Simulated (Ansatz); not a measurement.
## Geometry relaxation, with input and output: ZrN (part 3 of 3)

The same run, continued: ZrN (slab, 14 atoms in the cell); DFT PBE, scalar-relativistic, plane waves, PAW, no spin polarisation (Ansatz 0.2.0); cutoff 420 eV, 11×8×1 k-mesh, Gaussian smearing of 0.1 eV. The structure derives from an entry of the Crystallography Open Database. It belongs to a series of runs on one base structure; here: (1 1 0) slab, atoms relaxed.

Geometry of the input (Å; fractional positions):
```
3.2489  0.0000  0.0000
0.0000  4.5947  0.0000
0.0000  0.0000  24.7467
Zr 0.5000  0.5000  0.3031
N  0.5000  0.0000  0.3031
Zr 0.0000  0.0000  0.3687
N  0.0000  0.5000  0.3687
Zr 0.5000  0.5000  0.4344
N  0.5000  0.0000  0.4344
Zr 0.0000  0.0000  0.5000
N  0.0000  0.5000  0.5000
Zr 0.5000  0.5000  0.5656
N  0.5000  0.0000  0.5656
Zr 0.0000  0.0000  0.6313
N  0.0000  0.5000  0.6313
Zr 0.5000  0.5000  0.6969
N  0.5000  0.0000  0.6969
```

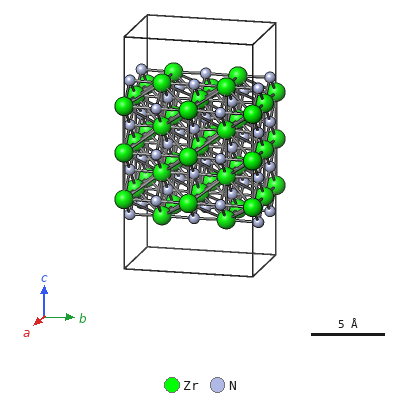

Fig. 1: The geometry at step 5 of the log (ball-and-stick view of the 2 × 2 repeat of the cell, with the vacuum cut short, seen slightly off an axis).

Run as:
```bash
ansatz run input.yaml --threads 1 --pin off --max-ram 2560MiB --backend cpu --events-out ev --progress --plain --runs-dir out
```

Results in brief

- outcome: converged
- electrons treated: 119
- free energy: −31994.3832 eV
- work function, top face: 2.82 eV
- work function, bottom face: 2.82 eV
- Fermi energy: 6.487 eV
- gap on the k-point mesh: none (metallic)
- final volume: 369.41 Å³
- work function (upper face): 2.82 eV
- largest force (length of the vector) at the end: 0.019 eV/Å
- hardware: 1 thread of Oxide Virtual Turin-like (Zen 5), 32 GiB of memory available, shared host
- wall time: 3.3 min
- peak memory: 0.98 GiB

Remarks

Warnings of the run: the exchange-correlation potential is rough where the density is thin. The cell holds an odd number of electrons but the run has no spin polarisation, so a band is left half filled.
